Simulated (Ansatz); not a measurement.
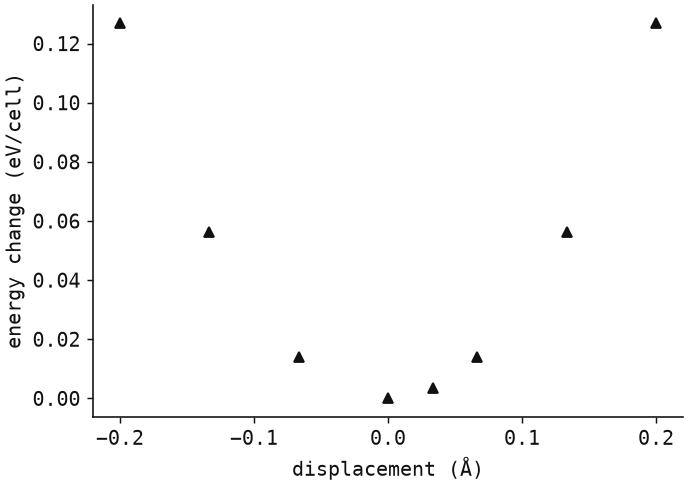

The figure shows the energy change against displacement for Al₃Cu, space group P4/mmm (No. 123).

The given structure:
```xyz
4
Lattice="2.7738 0.0000 0.0000 0.0000 2.7738 0.0000 0.0000 0.0000 7.5919" Properties=species:S:1:pos:R:3 pbc="T T T"
Al    0.0000    0.0000    3.7959
Al    1.3869    1.3869    1.6903
Al    1.3869    1.3869    5.9016
Cu    0.0000    0.0000    0.0000
```

Computed with Ansatz 0.2.0: one atom of a crystal moved along a line, all else fixed, by plane-wave density functional theory with PAW datasets, free energies less that of the undisturbed cell; scalar-relativistic. Level: r2SCAN, no spin polarisation.

```json
{"setting": "wave cutoff", "value": "500 eV"}
{"setting": "k mesh", "value": "18×18×6"}
{"setting": "occupations", "value": "Gaussian"}
{"setting": "smearing width", "value": "0.15 eV"}
{"setting": "k shift", "value": "(0, 0, 0) (mesh steps)"}
{"setting": "start", "value": "relaxed"}
{"setting": "moved atom", "value": "4"}
{"setting": "direction", "value": "(0, 0, 1) (Cartesian unit vector)"}
```

The points at displacement −0.1333, 0.0667 and 0.2 follow from computed ones by symmetry.

The points at displacement 0.1000 Å and 0.1667 Å are left out of the plot. What values does the calculation give there?

| displacement (Å) | energy change (eV/cell) |
| --- | --- |
| 0.1000 | 0.0316 |
| 0.1667 | 0.0880 |
